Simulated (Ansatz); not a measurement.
# Calculations on BP

**1. Vibrations**

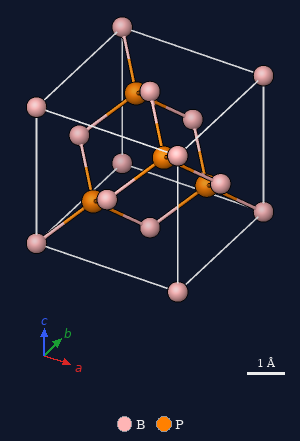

Lattice vibrations of solid BP relaxed at −1 GPa, at the zone centre. The picture is a ball-and-stick view of the conventional cell (4 times the calculation's cell), seen from a free direction. Lengths and directions refer to the drawn axes.

The calculation used Ansatz 0.2.0, DFT PBEsol, scalar-relativistic, plane waves, PAW.

The input:
```yaml
crystal:
  lattice:
    - [0.0, 2.264537756, 2.264537756]
    - [2.264537756, 0.0, 2.264537756]
    - [2.264537756, 2.264537756, 0.0]
  atoms:
    - { symbol: B, position: [0.0, 0.0, 0.0] }
    - { symbol: P, position: [0.75, 0.75, 0.75] }
basis:
  ecutwfc: 420
kpoints:
  mp_grid: { grid: [10, 10, 10] }
hamiltonian:
  xc: pbesol
scf:
  occupations: { method: fixed }
output:
  eigenvalues: true
phonons:
  method: dfpt
  dielectric: true
  rigid_motions: translations
  eigenvectors: true
```

Command:
```bash
ansatz run input.yaml --threads 1 --pin off --max-ram 3072MiB --backend cpu --events-out ev --progress --plain --runs-dir out
```

Frequencies are those without the non-analytic (LO–TO) term.

Which optical modes does it have, at what frequencies, and is it stable there?

The calculation's cell holds 2 atoms, so there are 3 optical modes, in 1 level. The optical modes span T₂. No level is unstable.

```csv
level,symmetry,frequency (cm⁻¹),activity
1,T₂,806,infrared- and Raman-active
```

The modes drawn as arrows (one member of each degenerate set):

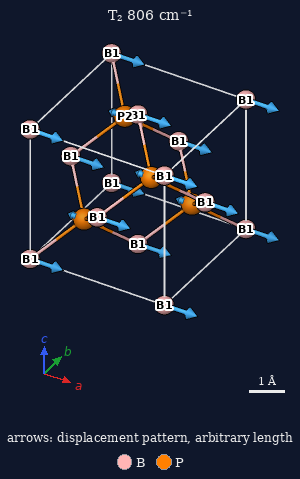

**2. Softest mode**

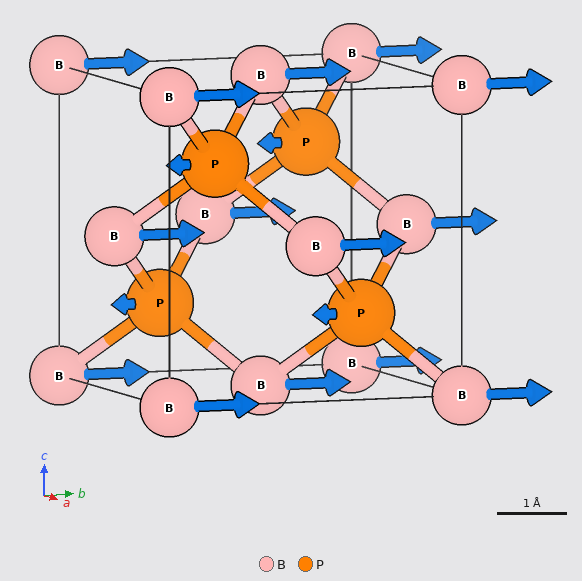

The lowest optical mode of crystalline BP relaxed at 1 GPa, space group F-43m (No. 216), at the zone centre. Displacements are drawn as blue arrows; their common scale and sign are arbitrary. The picture is a ball-and-stick view of the conventional cell (4 times the calculation's cell), seen slightly off an axis. Lengths and directions refer to the drawn axes.

Method: Ansatz, DFT PBE, scalar-relativistic, plane waves, PAW. Settings: plane-wave cutoff 420 eV; k-point mesh 10 × 10 × 10; occupations fixed; target pressure 1 GPa; no spin polarisation.

Frequencies are those without the non-analytic (LO–TO) term.

Question: Is the structure stable against all modes at this point?

Answer: Yes: this softest mode has a real frequency, and so have all others here. That speaks for this wave vector alone: the rest of the zone wasn't checked in this run. This is the T₂ mode (triply degenerate; one member of the set is drawn) at 804 cm⁻¹, the only optical level, infrared- and Raman-active by symmetry. The B sublattice moves against the P sublattice, along b; the kinetic energy is shared as B 74 %, P 26 %. Its infrared intensity is 2.3 (D/Å)²/amu for the set. The value is the transverse one; the longitudinal partner lies at 809 cm⁻¹.

**3. Softest mode**

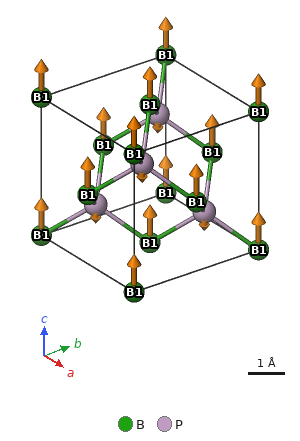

The lowest optical mode of solid BP relaxed at 30 GPa, space group F-43m (No. 216), at the zone centre. Displacements are drawn as orange arrows; their common scale and sign are arbitrary. The picture is a ball-and-stick view of the conventional cell (4 times the calculation's cell), seen from a free direction. Lengths and directions refer to the drawn axes.

All numbers below come from DFT PBE, scalar-relativistic, plane waves, PAW in Ansatz. Settings: plane-wave cutoff 420 eV; k-point mesh 12 × 12 × 12; occupations fixed; target pressure 30 GPa; no spin polarisation.

Frequencies are those without the non-analytic (LO–TO) term.

### Is the structure stable against all modes at this point?

Yes: this softest mode has a real frequency, and so have all others here. That speaks for this wave vector alone: the rest of the zone wasn't checked in this run. This is the T₂ mode (triply degenerate; one member of the set is drawn) at 920 cm⁻¹, the only optical level, infrared- and Raman-active by symmetry. The B sublattice moves against the P sublattice, along c; the kinetic energy is shared as B 74 %, P 26 %. Its infrared intensity is 8 (D/Å)²/amu for the set. The value is the transverse one; the longitudinal partner lies at 936 cm⁻¹.
